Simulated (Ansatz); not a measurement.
## Ga6HN6: geometry relaxation (part 4 of 4)

Ga6HN6 (slab, 26 atoms in the cell); DFT PBE+D3(BJ), scalar-relativistic, plane waves, PAW, no spin polarisation (Ansatz 0.2.0); cutoff 420 eV, 3×3×1 k-mesh, Gaussian smearing of 0.05 eV. The structure derives from an entry of the Crystallography Open Database. The input holds or restrains some coordinates. It belongs to a series of runs on one base structure; here: 1 H2 a cell, flat, over a hollow N-Ga-N site.

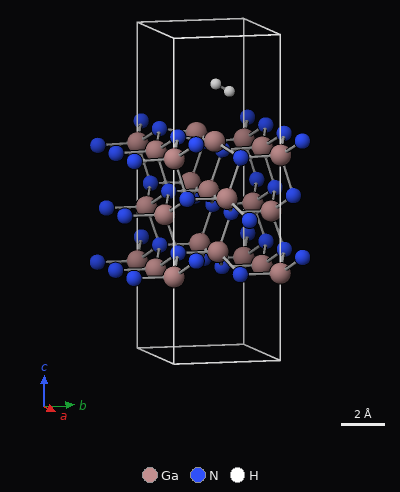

The geometry at step 9 of the log (ball-and-stick view of the cell of the calculation, with the vacuum cut short, seen slightly off an axis; bonded neighbours outside the cell are drawn too).

Results in brief

| quantity | value |
| --- | --- |
| outcome | converged under the restraints of the input |
| electrons treated | 218 |
| free energy | −50043.8450 eV |
| work function, top face | 4.52 eV |
| work function, bottom face | 4.69 eV |
| Fermi energy | 0.509 eV |
| gap on the k-point mesh | 0.76 eV |
| final volume | 814.47 Å³ |
| work function (upper face) | 4.52 eV |
| largest force (length of the vector) at the end, held atoms and coordinates included | 2.491 eV/Å |
| hardware | 4 threads of Intel Xeon @ 2.50GHz (Skylake/Cascade Lake), 192 GiB of memory available, shared host |
| wall time | 4.3 min (CPU time 16 min) |
| peak memory | 2.3 GiB |

Remarks

Warnings of the run: the exchange-correlation potential is rough where the density is thin.
